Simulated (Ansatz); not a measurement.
Si3O5 (cell charge −1, with a compensating background) (cell with a defect)

The calculation's input:

```
crystal:
  lattice:
    - [-5.083271068, -5.083271068, 0.0]
    - [-5.083271068, 5.083271068, 0.0]
    - [5.083271068, 0.0, -7.0988988238]
  atoms:
    - { symbol: Si, position: [0.552648098, 0.269951823, 0.482321393], spin: 0.333 }
    - { symbol: Si, position: [0.0429929738, 0.7505945536, 0.5026053263] }
    - { symbol: Si, position: [0.6199531188, 0.8194248087, 0.2440583957] }
    - { symbol: Si, position: [0.1133090146, 0.3351391583, 0.2534646892] }
    - { symbol: Si, position: [0.8787356711, 0.6695693017, 0.7339382528] }
    - { symbol: Si, position: [0.3548683264, 0.1590663458, 0.7612771125], spin: 0.333 }
    - { symbol: Si, position: [0.7041080937, -0.0224071053, -0.0079539707] }
    - { symbol: Si, position: [0.1898426829, 0.4958769793, 0.0008891731] }
    - { symbol: Si, position: [0.604532336, 0.394513623, 0.7960508155], spin: 0.333 }
    - { symbol: O, position: [0.01754366, 0.8024308817, 0.6914792832] }
    - { symbol: O, position: [0.9194128419, 0.1426337166, 0.1613491165] }
    - { symbol: O, position: [0.4137778351, 0.6477109847, 0.1651338882] }
    - { symbol: O, position: [0.3340234273, 0.2588096927, 0.315465687] }
    - { symbol: O, position: [0.823688833, 0.7304881024, 0.3318167794] }
    - { symbol: O, position: [0.0448017006, 0.6267069725, 0.9038566577] }
    - { symbol: O, position: [0.5148070956, 0.0912050124, 0.921780364] }
    - { symbol: O, position: [0.2005568884, 0.2876389863, 0.8351385019] }
    - { symbol: O, position: [0.7343387391, 0.8218368781, 0.8091800427] }
    - { symbol: O, position: [0.7370212557, 0.4627980322, 0.5323008295] }
    - { symbol: O, position: [0.2175457393, 0.9446299776, 0.5612707511] }
    - { symbol: O, position: [0.6208103978, 0.8383852986, 0.0656644706] }
    - { symbol: O, position: [0.0767546269, 0.4152656405, 0.0960073612] }
    - { symbol: O, position: [0.627819912, 0.0465093597, 0.4021222201] }
    - { symbol: O, position: [0.1210886086, 0.5297659442, 0.4400831462] }
  host:
    lattice:
      - [5.083271068, 0.0, 0.0]
      - [0.0, 5.083271068, 0.0]
      - [0.0, 0.0, 7.0988988238]
    atoms:
      - { symbol: Si, position: [0.706062884, 0.706062884, 0.5] }
      - { symbol: Si, position: [0.793937116, 0.206062884, 0.75] }
      - { symbol: Si, position: [0.206062884, 0.793937116, 0.25] }
      - { symbol: Si, position: [0.293937116, 0.293937116, 0.0] }
      - { symbol: O, position: [0.9063931431, 0.7588500255, 0.3257041594] }
      - { symbol: O, position: [0.0936068569, 0.2411499745, 0.8257041594] }
      - { symbol: O, position: [0.7588500255, 0.9063931431, 0.6742958406] }
      - { symbol: O, position: [0.2588500255, 0.5936068569, 0.0757041594] }
      - { symbol: O, position: [0.2411499745, 0.0936068569, 0.1742958406] }
      - { symbol: O, position: [0.4063931431, 0.7411499745, 0.4242958406] }
      - { symbol: O, position: [0.5936068569, 0.2588500255, 0.9242958406] }
      - { symbol: O, position: [0.7411499745, 0.4063931431, 0.5757041594] }
total_charge: -1
basis:
  ecutwfc: 420
  xc_grid: 2
kpoints:
  mp_grid: { grid: [2, 2, 2], shift: [0.0, 0.0, 0.0] }
hamiltonian:
  xc: pbe
scf:
  occupations: { method: gaussian, width: 0.01 }
output:
  forces: true
  stress: false
  eigenvalues: true
  populations: true
  charged_corrections:
    defect_position: [0.50452634, 0.26337636, 0.67429584]
    epsilon: [[4.1123, 0.0, 0.0], [0.0, 4.1123, 0.0], [0.0, 0.0, 3.9219]]
  write_density: true
  write_potential: true
  elf: true
  volumetric_format: npy
magnetization:
  spin_polarized: true
relax:
  adjacent_minimum: "off"
  f_tol: 0.025
  max_steps: 45
```

Launched as:

```sh
ansatz run input.yaml --threads 4 --pin off --max-ram 10240MiB --backend cpu --events-out ev --progress --plain --runs-dir out
```

The fields are those of the run's last geometry, not of the input's.

Spin-polarised.

Computed with DFT PBE, scalar-relativistic, plane waves, PAW (Ansatz 0.2.0).

What will maps of the valence pseudo-density and electron localisation function show?

Si–O (1.62 Å): the density is about 1.2 e/Å³ at the midpoint; the ELF peaks at about 0.85 between the atoms, as expected for a short, strongly polar bond.
Si–O (1.63 Å): ρ is about 1.2 e/Å³ halfway; the ELF peaks at about 0.85 between the atoms, as expected for a shared but strongly polarised pair.
Si–O (1.68 Å): the density is about 1.1 e/Å³ at the midpoint; the ELF peaks at about 0.85 between the atoms (a polar covalent bond).

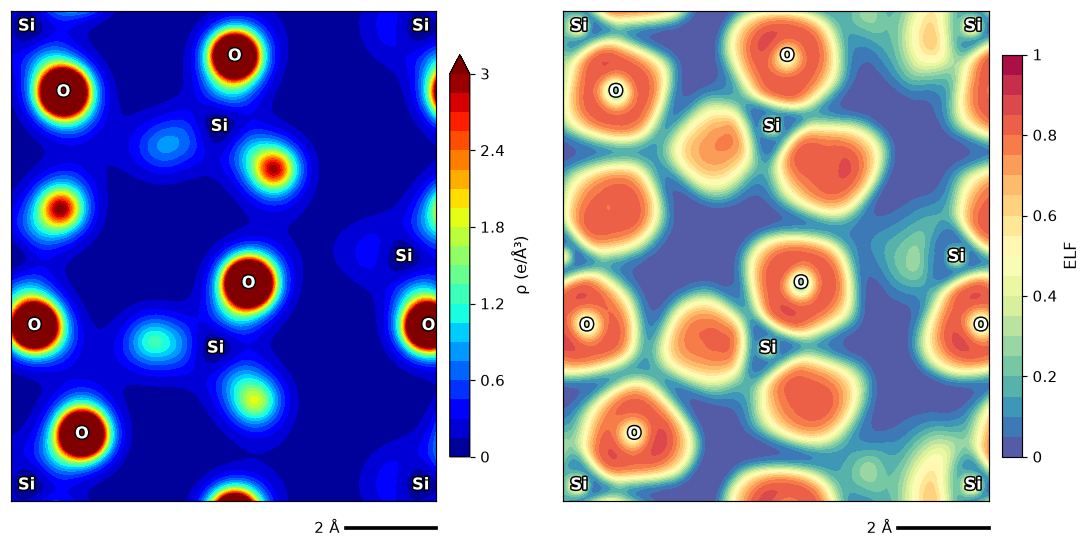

Computed valence pseudo-density and electron localisation function on the (110) plane of the calculation cell, in this order. Atoms just off the plane (Si, 0.9 Å away and O, 0.5 Å away) can leave unmarked features too.
